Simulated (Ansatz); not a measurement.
**What a change does: single-point calculation on TaN**

System: TaN (I4mm, 2 atoms in the cell).
Method of the first run: DFT PBE, scalar-relativistic, plane waves, PAW, no spin polarisation (Ansatz 0.2.0).

The structure derives from an entry of the Crystallography Open Database. Text and figures count atoms from 1; the logs count them from 0 in places.

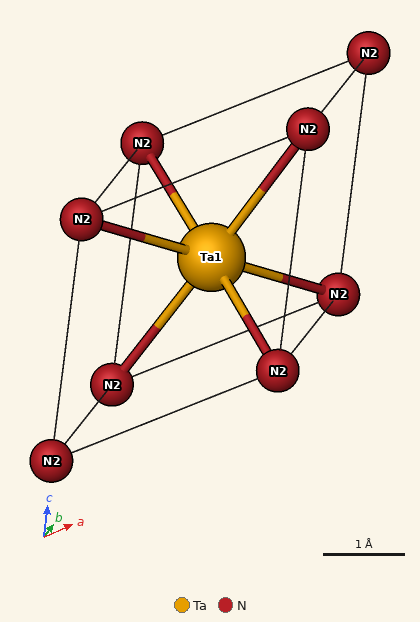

The structure as given in the input (ball-and-stick view of the cell of the calculation, seen slightly off an axis; atoms are numbered from 1 in the order of the input).

### Input file, the first run
```yaml
crystal:
  lattice:
    - [0.0, 2.179, 2.179]
    - [2.179, 0.0, 2.179]
    - [2.179, 2.179, 0.0]
  atoms:
    - { symbol: Ta, position: [0.5057365764, 0.5057365764, 0.4942634236] }
    - { symbol: "N", position: [0.0, 0.0, 0.0] }
basis:
  ecutwfc: 420
kpoints:
  mp_grid: { grid: [18, 18, 18] }
hamiltonian:
  xc: pbe
scf:
  occupations: { method: gaussian, width: 0.15 }
output:
  forces: true
  stress: true
  eigenvalues: true
  write_density: true
  write_potential: true
  elf: true
  volumetric_format: npy
```

Command:
```bash
ansatz run input.yaml --threads 1 --pin off --max-ram 2560MiB --backend cpu --events-out ev --progress --plain --runs-dir out
```

Hardware: 1 thread of Intel Xeon (Sapphire Rapids), 192 GiB of memory available, shared host.

### Output, shortened to warnings, some set-up lines, iterations and results (the first run)
```
Basis set: ecut = 420 eV, 411 PW (Γ), exchange–correlation on 48×48×48 points (8 copies of the dense FFT grid, shifted against one another)
Symmetry: 8 space group operations
k-points: 480 of 5832 (time reversal used)
Initial density: superposition of atomic densities (neutral atoms: chi_scale 0, normalization atom), corrected by the library's trained network
[...]
SCF iter   1: F=—  HF=-10317.883350 eV  |F-HF|=—  |Δ(HF+E_count)|=         —  Δρ=2.25e-3  dr2=8.65e-4  ethr=1.77e-3  ⟨swp⟩=5.3  Hψ=72769  notcnv=0  defer=141
SCF iter   2: F=—  HF=-10317.882974 eV  |F-HF|=—  |Δ(HF+E_count)|=   3.76e-4  Δρ=1.40e-3  dr2=3.78e-4  ethr=4.81e-6  ⟨swp⟩=1.9  Hψ=13226  notcnv=0  defer=141
SCF iter   3: F=—  HF=-10317.883019 eV  |F-HF|=—  |Δ(HF+E_count)|=   4.45e-5  Δρ=3.26e-4  dr2=1.55e-5  ethr=2.10e-6  ⟨swp⟩=2.2  Hψ=9271  notcnv=0  defer=141
SCF iter   4: F=—  HF=-10317.883013 eV  |F-HF|=—  |Δ(HF+E_count)|=   6.08e-6  Δρ=1.14e-4  dr2=1.53e-6  ethr=8.61e-8  ⟨swp⟩=1.4  Hψ=7876  notcnv=0  defer=141
SCF iter   5: F=-10317.883013 eV  HF=-10317.883013 eV  |F-HF|=4.84e-8  |Δ(HF+E_count)|=   3.01e-7  Δρ=1.81e-5  dr2=6.19e-8  ethr=8.49e-9  ⟨swp⟩=2.5  Hψ=9979  notcnv=0  …
SCF iter   6: F=-10317.883013 eV  HF=-10317.883013 eV  |F-HF|=1.96e-9  |Δ(HF+E_count)|=   2.25e-8  Δρ=5.30e-6  dr2=3.16e-9  ethr=3.44e-10  ⟨swp⟩=9.4  Hψ=48428  notcnv=0
SCF 1 converged in 6 iterations: F = -10317.883013 eV  dr2 = 3.16e-9
SCF converged after 6 iterations
Free energy (F): -10317.883013 eV
Harris-Foulkes:  -10317.883013 eV  (|F-HF|=1.96e-9)
Internal energy: -10317.873561 eV  (E = F + TS)
E sigma→0 (E₀):  -10317.878287 eV
Entropy (-TS):   -0.009452 eV (-4.726 meV/atom)
Fermi energy:    22.364336 eV
--- Per-component energies (eV) ---
  E_band       = -33.632941
  E_kinetic    = 503.561332
  E_local      = -564.834871  (includes V_loc(G=0)·N_el)
  E_nonlocal   = 60.450895
  E_hartree    = 192.014870
  E_xc         = -280.882830
  E_vxc        = -283.655396  (∫ρ·V_xc dr)
  E_paw        = -8524.721891  (= ΣΔE_a)
  E_vpaw       = -133.185103  (= ΣTr[D̂ρ^β])
  E_aug_tail   = 0.000245  (compensation charges beyond the density's cutoff)
  E_ewald      = -1703.461312
  E_smearing   = -0.009452  (= −TS)
  E_closure    = 0.000000  (closes the sum)
  Σ components = -10317.883013   (vs F -10317.883013, Δ=0.00e0)
--- Forces (eV/Å), atoms counted from 1 ---
  atom   1  Ta    -0.00000000     0.00000000    -0.22651813
  atom   2  N      0.00000000     0.00000000     0.22652186
  max |Σ_I F_I| component: 3.72e-6 eV/Å
--- Stress (GPa, compression-positive) ---
       14.560337       0.000000       0.000000
        0.000000      14.560337       0.000000
        0.000000       0.000000      14.906037
  P = ⅓ Tr σ = 14.6756 GPa (146.756 kbar)
```

The second run used a changed input.

### The two runs side by side

```csv
quantity,the first run,the second run
outcome,converged,converged
free energy per atom (eV),−5158.9415,−5158.9426
"energy per atom, smearing taken to zero (eV)",−5158.9391,−5158.9402
gap on the mesh (eV),0.00,0.00
pressure (GPa),14.68,14.59
largest force (eV/Å),0.227,0.113
SCF iterations,6,6
irreducible k-points,480,480
plane waves at Γ,411,411
wall time (shared host),17 s,19 s
```

What was changed in the input?

The change (lines with − go, lines with + come):
```diff
-    - { symbol: Ta, position: [0.5057365764, 0.5057365764, 0.4942634236] }
+    - { symbol: Ta, position: [0.5028682882, 0.5028682882, 0.4971317118] }
```

With the same functional and potentials, the second run lies 1.1 meV per atom lower. The largest force goes from 0.227 to 0.113 eV/Å. The number of SCF iterations is the same.

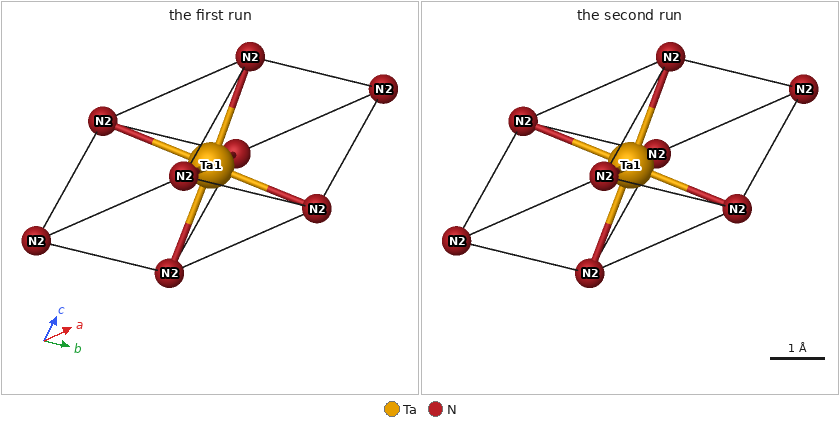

The two input geometries at one scale (ball-and-stick view of the cell of the calculation, seen at an oblique angle). The largest moves, 0.006 Å, are those of Ta1 and N2. By element the largest moves are Ta 0.006 Å, N 0.006 Å. The lattice vectors keep their values. Among the contacts that change: Ta1–N2 2.154 → 2.167 Å.

### Output, shortened to warnings, some set-up lines, iterations and results (the second run)
```
Basis set: ecut = 420 eV, 411 PW (Γ), exchange–correlation on 48×48×48 points (8 copies of the dense FFT grid, shifted against one another)
Symmetry: 8 space group operations
k-points: 480 of 5832 (time reversal used)
Initial density: superposition of atomic densities (neutral atoms: chi_scale 0, normalization atom), corrected by the library's trained network
[...]
SCF iter   1: F=—  HF=-10317.885473 eV  |F-HF|=—  |Δ(HF+E_count)|=         —  Δρ=2.20e-3  dr2=8.26e-4  ethr=1.77e-3  ⟨swp⟩=5.3  Hψ=72738  notcnv=0  defer=142
SCF iter   2: F=—  HF=-10317.885091 eV  |F-HF|=—  |Δ(HF+E_count)|=   3.82e-4  Δρ=1.37e-3  dr2=3.62e-4  ethr=4.59e-6  ⟨swp⟩=2.0  Hψ=13268  notcnv=0  defer=142
SCF iter   3: F=—  HF=-10317.885138 eV  |F-HF|=—  |Δ(HF+E_count)|=   4.69e-5  Δρ=3.23e-4  dr2=1.50e-5  ethr=2.01e-6  ⟨swp⟩=2.2  Hψ=9256  notcnv=0  defer=142
SCF iter   4: F=—  HF=-10317.885132 eV  |F-HF|=—  |Δ(HF+E_count)|=   5.51e-6  Δρ=1.12e-4  dr2=1.47e-6  ethr=8.35e-8  ⟨swp⟩=1.4  Hψ=7937  notcnv=0  defer=142
SCF iter   5: F=-10317.885133 eV  HF=-10317.885133 eV  |F-HF|=3.04e-8  |Δ(HF+E_count)|=   2.92e-7  Δρ=1.39e-5  dr2=3.86e-8  ethr=8.16e-9  ⟨swp⟩=2.3  Hψ=8952  notcnv=0  …
SCF iter   6: F=-10317.885133 eV  HF=-10317.885133 eV  |F-HF|=1.42e-9  |Δ(HF+E_count)|=   1.25e-8  Δρ=4.68e-6  dr2=2.33e-9  ethr=2.15e-10  ⟨swp⟩=9.2  Hψ=47119  notcnv=0
SCF 1 converged in 6 iterations: F = -10317.885133 eV  dr2 = 2.33e-9
SCF converged after 6 iterations
Free energy (F): -10317.885133 eV
Harris-Foulkes:  -10317.885133 eV  (|F-HF|=1.42e-9)
Internal energy: -10317.875671 eV  (E = F + TS)
E sigma→0 (E₀):  -10317.880402 eV
Entropy (-TS):   -0.009462 eV (-4.731 meV/atom)
Fermi energy:    22.366310 eV
--- Per-component energies (eV) ---
  E_band       = -33.634546
  E_kinetic    = 503.548199
  E_local      = -564.733460  (includes V_loc(G=0)·N_el)
  E_nonlocal   = 60.444273
  E_hartree    = 191.969681
  E_xc         = -280.880245
  E_vxc        = -283.652102  (∫ρ·V_xc dr)
  E_paw        = -8524.718621  (= ΣΔE_a)
  E_vpaw       = -133.181182  (= ΣTr[D̂ρ^β])
  E_aug_tail   = 0.000245  (compensation charges beyond the density's cutoff)
  E_ewald      = -1703.505743
  E_smearing   = -0.009462  (= −TS)
  E_closure    = 0.000000  (closes the sum)
  Σ components = -10317.885133   (vs F -10317.885133, Δ=0.00e0)
--- Forces (eV/Å), atoms counted from 1 ---
  atom   1  Ta    -0.00000000     0.00000000    -0.11281373
  atom   2  N      0.00000000     0.00000000     0.11281610
  max |Σ_I F_I| component: 2.37e-6 eV/Å
--- Stress (GPa, compression-positive) ---
       14.561806       0.000000       0.000000
        0.000000      14.561806      -0.000000
        0.000000       0.000000      14.648310
  P = ⅓ Tr σ = 14.5906 GPa (145.906 kbar)
```

For both runs: Spin–orbit coupling is left out, which matters for Ta. For the first run: The cell is under a pressure of 14.7 GPa at this level, so it is not at its equilibrium volume. For the second run: The cell is under a pressure of 14.6 GPa at this level, so it is not at its equilibrium volume.
